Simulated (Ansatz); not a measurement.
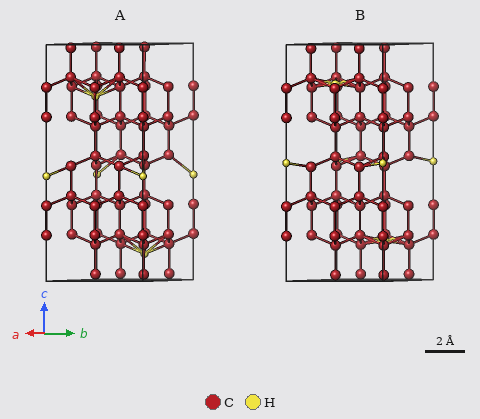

Two geometries of a defect cell of composition HC16, drawn at one scale. One is the start of a relaxation, the other its converged end. A ball-and-stick model of the conventional cell (3 times the calculation's cell) (origin shifted), seen from a free direction. Lengths and directions refer to the drawn axes.

Method: DFT LDA, scalar-relativistic, plane waves, PAW (Ansatz 0.2.0). Settings: plane-wave cutoff 420 eV; k-point mesh 2 × 2 × 2; occupations fermi dirac; smearing width 0.02 eV; collinear spin; atoms relaxed in a fixed cell; force threshold 0.08 eV/Å; at most 25 steps.

Q: Which of the two is the end point?

A: Structure A is the relaxed one. It is an interstitial H in diamond C. The run prepares the start of a later molecular dynamics calculation, from a guessed geometry. After 9 geometry steps the energy has fallen by 0.552 eV per cell of the calculation. Largest force component: 1.3 eV/Å at the start, 0.0074 eV/Å at the end. The atom that moves furthest is the H atom (0.69 Å along −c). By element the largest moves are H 0.69 Å, C 0.06 Å. The cell doesn't change. Among the contacts that change: C–H 1.467 → 1.806 Å, C–H 1.515 → 1.806 Å, C–H 1.446 → 1.547 Å, C–H 1.479 → 1.547 Å. The run took 39 s on 1 thread of Arm Neoverse V1, on a shared host, peak memory 0.35 GiB.

Limits of the set-up: the k-point mesh is coarse for a cell with partly filled bands; the periodic images lie only 5.0 Å apart, so the values are limited by the cell's size.
